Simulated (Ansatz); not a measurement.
# What a change does: single-point calculation on Y

System: Y (1 atom in the cell).
Method of the first run: DFT PBEsol, scalar-relativistic, plane waves, PAW, no spin polarisation (Ansatz 0.2.0).

The structure derives from an entry of the Crystallography Open Database. Text and figures count atoms from 1; the logs count them from 0 in places.

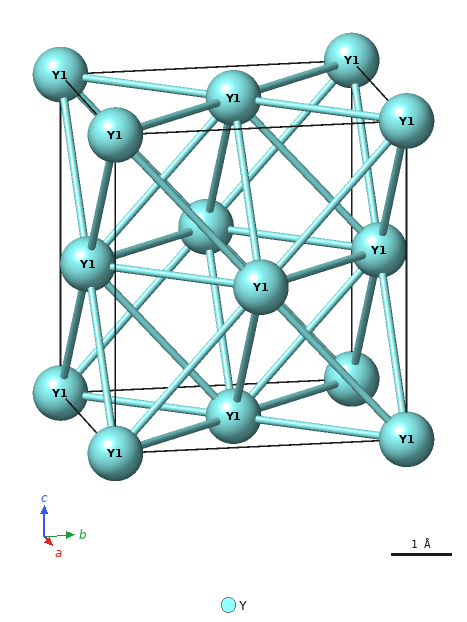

**Figure 1.** The structure as given in the input (ball-and-stick view of the cell 4 times as large as that of the calculation, set on its symmetry axes, seen slightly off an axis; atoms are numbered from 1 in the order of the input). An atom can appear more than once, as a periodic image. Near neighbours in the periodic cell (some may lie outside the picture): Y has 12 Y at 3.34 to 3.69 Å.

## Input, the first run
```yaml
crystal:
  lattice:
    - [0.0, 2.7335, 2.485]
    - [2.2365, 0.0, 2.485]
    - [2.2365, 2.7335, 0.0]
  atoms:
    - { symbol: "Y", position: [0.0, 0.0, 0.0] }
basis:
  ecutwfc: 420
kpoints:
  mp_grid: { grid: [16, 16, 16] }
hamiltonian:
  xc: pbesol
scf:
  occupations: { method: gaussian, width: 0.15 }
output:
  forces: true
  stress: true
  eigenvalues: true
```

Command:
```bash
ansatz run input.yaml --threads 1 --pin off --max-ram 2560MiB --backend cpu --events-out ev --progress --plain --runs-dir out
```

Hardware: 1 thread of Arm Neoverse V1, 24 GiB of memory available, shared host.

## Output, shortened to warnings, some set-up lines, iterations and results (the first run)
```
Basis set: ecut = 420 eV, 591 PW (Γ), exchange–correlation on 50×48×48 points (8 copies of the dense FFT grid, shifted against one another)
Symmetry: 8 space group operations
k-points: 621 of 4096
Initial density: superposition of atomic densities (neutral atoms: chi_scale 0, normalization atom), corrected by the library's trained network
[...]
SCF iter   1: F=—  HF=-3795.006725 eV  |F-HF|=—  |Δ(HF+E_count)|=         —  Δρ=2.54e-3  dr2=1.41e-3  ethr=1.77e-3  ⟨swp⟩=5.0  Hψ=34923  notcnv=0
SCF iter   2: F=—  HF=-3795.006632 eV  |F-HF|=—  |Δ(HF+E_count)|=   9.35e-5  Δρ=1.51e-3  dr2=6.05e-4  ethr=1.28e-5  ⟨swp⟩=2.0  Hψ=12930  notcnv=0
SCF iter   3: F=—  HF=-3795.006587 eV  |F-HF|=—  |Δ(HF+E_count)|=   4.46e-5  Δρ=2.23e-4  dr2=1.41e-5  ethr=5.50e-6  ⟨swp⟩=1.0  Hψ=6152  notcnv=0
SCF iter   4: F=—  HF=-3795.006585 eV  |F-HF|=—  |Δ(HF+E_count)|=   1.87e-6  Δρ=7.49e-5  dr2=8.21e-7  ethr=1.28e-7  ⟨swp⟩=1.0  Hψ=6177  notcnv=0
SCF iter   5: F=-3795.006585 eV  HF=-3795.006585 eV  |F-HF|=5.99e-9  |Δ(HF+E_count)|=   1.50e-8  Δρ=9.17e-6  dr2=1.95e-8  ethr=7.46e-9  ⟨swp⟩=2.0  Hψ=9251  notcnv=0
SCF iter   6: F=-3795.006585 eV  HF=-3795.006585 eV  |F-HF|=2.26e-10  |Δ(HF+E_count)|=   1.76e-9  Δρ=1.40e-6  dr2=6.24e-10  ethr=1.78e-10  ⟨swp⟩=1.7  Hψ=19528  notcnv=0
SCF 1 converged in 6 iterations: F = -3795.006585 eV  dr2 = 6.24e-10
SCF converged after 6 iterations
Free energy (F): -3795.006585 eV
Harris-Foulkes:  -3795.006585 eV  (|F-HF|=2.26e-10)
Internal energy: -3794.987823 eV  (E = F + TS)
E sigma→0 (E₀):  -3794.997204 eV
Entropy (-TS):   -0.018762 eV (-18.762 meV/atom)
Fermi energy:    10.181011 eV
--- Per-component energies (eV) ---
  E_band       = -111.146528
  E_kinetic    = 305.773126
  E_local      = -587.487247  (includes V_loc(G=0)·N_el)
  E_nonlocal   = 52.024971
  E_hartree    = 185.783366
  E_xc         = -171.762994
  E_vxc        = -198.248042  (∫ρ·V_xc dr)
  E_paw        = -2773.535770  (= ΣΔE_a)
  E_vpaw       = -54.775633  (= ΣTr[D̂ρ^β])
  E_aug_tail   = 0.000002  (compensation charges beyond the density's cutoff)
  E_ewald      = -805.932050
  E_core_change = 0.148773  (= ΣΔE_core)
  E_smearing   = -0.018762  (= −TS)
  E_closure    = -0.000000  (closes the sum)
  Σ components = -3795.006585   (vs F -3795.006585, Δ=0.00e0)
--- Forces (eV/Å), atoms counted from 1 ---
  atom   1  Y      0.00000000     0.00000000     0.00000000
  max |Σ_I F_I| component: 0.00e0 eV/Å
--- Stress (GPa, compression-positive) ---
        2.994855       0.000000      -0.000000
        0.000000      -2.446849      -0.000000
       -0.000000      -0.000000       1.377370
  P = ⅓ Tr σ = 0.6418 GPa (6.418 kbar)
```

For the second run the input was changed thus:
```diff
-    - [0.0, 2.7335, 2.485]
-    - [2.2365, 0.0, 2.485]
-    - [2.2365, 2.7335, 0.0]
+    - [0.0, 2.422875, 2.485]
+    - [2.547125, 0.0, 2.485]
+    - [2.547125, 2.422875, 0.0]
```

Predict how the results change.

With the same functional and potentials, the second run lies 51.8 meV per atom lower. The pressure goes from 0.64 to 0.22 GPa. The volume per atom goes from 30.38 to 30.67 Å³. The number of SCF iterations is the same. The plane waves at Γ go from 591 to 585.

## Output, shortened to warnings, some set-up lines, iterations and results (the second run)
```
Basis set: ecut = 420 eV, 585 PW (Γ), exchange–correlation on 48×48×48 points (8 copies of the dense FFT grid, shifted against one another)
Symmetry: 8 space group operations
k-points: 621 of 4096
Initial density: superposition of atomic densities (neutral atoms: chi_scale 0, normalization atom), corrected by the library's trained network
[...]
SCF iter   1: F=—  HF=-3795.058510 eV  |F-HF|=—  |Δ(HF+E_count)|=         —  Δρ=2.28e-3  dr2=1.09e-3  ethr=1.77e-3  ⟨swp⟩=4.9  Hψ=34654  notcnv=0
SCF iter   2: F=—  HF=-3795.058419 eV  |F-HF|=—  |Δ(HF+E_count)|=   9.13e-5  Δρ=1.32e-3  dr2=4.74e-4  ethr=9.89e-6  ⟨swp⟩=2.3  Hψ=13456  notcnv=0
SCF iter   3: F=—  HF=-3795.058365 eV  |F-HF|=—  |Δ(HF+E_count)|=   5.42e-5  Δρ=3.19e-4  dr2=2.98e-5  ethr=4.31e-6  ⟨swp⟩=1.7  Hψ=6685  notcnv=0
SCF iter   4: F=—  HF=-3795.058352 eV  |F-HF|=—  |Δ(HF+E_count)|=   1.26e-5  Δρ=8.20e-5  dr2=1.12e-6  ethr=2.71e-7  ⟨swp⟩=2.2  Hψ=9368  notcnv=0
SCF iter   5: F=-3795.058352 eV  HF=-3795.058352 eV  |F-HF|=3.21e-8  |Δ(HF+E_count)|=   2.49e-7  Δρ=1.69e-5  dr2=5.72e-8  ethr=1.02e-8  ⟨swp⟩=2.0  Hψ=9564  notcnv=0
SCF iter   6: F=-3795.058352 eV  HF=-3795.058352 eV  |F-HF|=1.66e-9  |Δ(HF+E_count)|=   1.53e-8  Δρ=3.80e-6  dr2=2.91e-9  ethr=5.20e-10  ⟨swp⟩=2.1  Hψ=21734  notcnv=0
SCF 1 converged in 6 iterations: F = -3795.058352 eV  dr2 = 2.91e-9
SCF converged after 6 iterations
Free energy (F): -3795.058352 eV
Harris-Foulkes:  -3795.058352 eV  (|F-HF|=1.66e-9)
Internal energy: -3795.042337 eV  (E = F + TS)
E sigma→0 (E₀):  -3795.050345 eV
Entropy (-TS):   -0.016015 eV (-16.015 meV/atom)
Fermi energy:    10.060606 eV
--- Per-component energies (eV) ---
  E_band       = -112.308895
  E_kinetic    = 305.570996
  E_local      = -590.526006  (includes V_loc(G=0)·N_el)
  E_nonlocal   = 52.015985
  E_hartree    = 186.769886
  E_xc         = -171.685531
  E_vxc        = -198.144370  (∫ρ·V_xc dr)
  E_paw        = -2773.523654  (= ΣΔE_a)
  E_vpaw       = -54.764077  (= ΣTr[D̂ρ^β])
  E_aug_tail   = 0.000002  (compensation charges beyond the density's cutoff)
  E_ewald      = -803.812789
  E_core_change = 0.148773  (= ΣΔE_core)
  E_smearing   = -0.016015  (= −TS)
  E_closure    = 0.000000  (closes the sum)
  Σ components = -3795.058352   (vs F -3795.058352, Δ=0.00e0)
--- Forces (eV/Å), atoms counted from 1 ---
  atom   1  Y      0.00000000     0.00000000     0.00000000
  max |Σ_I F_I| component: 3.08e-33 eV/Å
--- Stress (GPa, compression-positive) ---
       -0.560457      -0.000000      -0.000000
       -0.000000       0.943632       0.000000
       -0.000000       0.000000       0.278805
  P = ⅓ Tr σ = 0.2207 GPa (2.207 kbar)
```

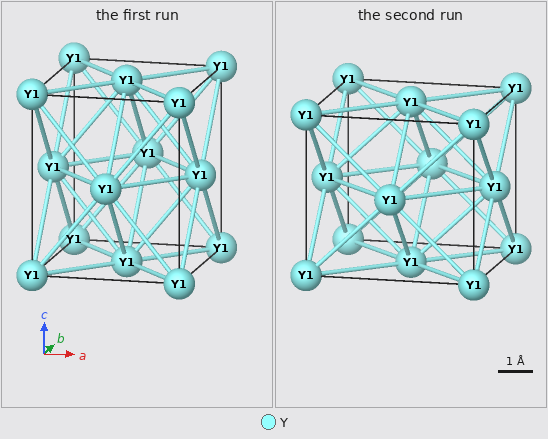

**Figure 2.** The two input geometries at one scale (ball-and-stick view of the cell 4 times as large as that of the calculation, set on its symmetry axes, seen slightly off an axis). The atoms keep their places relative to the cell (all moves are under 0.005 Å). The volume changes by +0.9 %, with a 4.473 → 5.094 Å (+13.9 %), b stays at 4.970 Å, c 5.467 → 4.846 Å (−11.4 %). Among the contacts that change: Y1–Y1 3.694 → 3.471 Å.

## The two runs side by side

| quantity | the first run | the second run |
| --- | --- | --- |
| outcome | converged | converged |
| free energy per atom (eV) | −3795.0066 | −3795.0584 |
| energy per atom, smearing taken to zero (eV) | −3794.9972 | −3795.0503 |
| gap on the mesh (eV) | 0.00 | 0.00 |
| pressure (GPa) | 0.64 | 0.22 |
| volume per atom (Å³) | 30.38 | 30.67 |
| largest force (eV/Å) | 0.000 | 0.000 |
| SCF iterations | 6 | 6 |
| irreducible k-points | 621 | 621 |
| plane waves at Γ | 591 | 585 |
| wall time (shared host) | 9.1 s | 9.6 s |
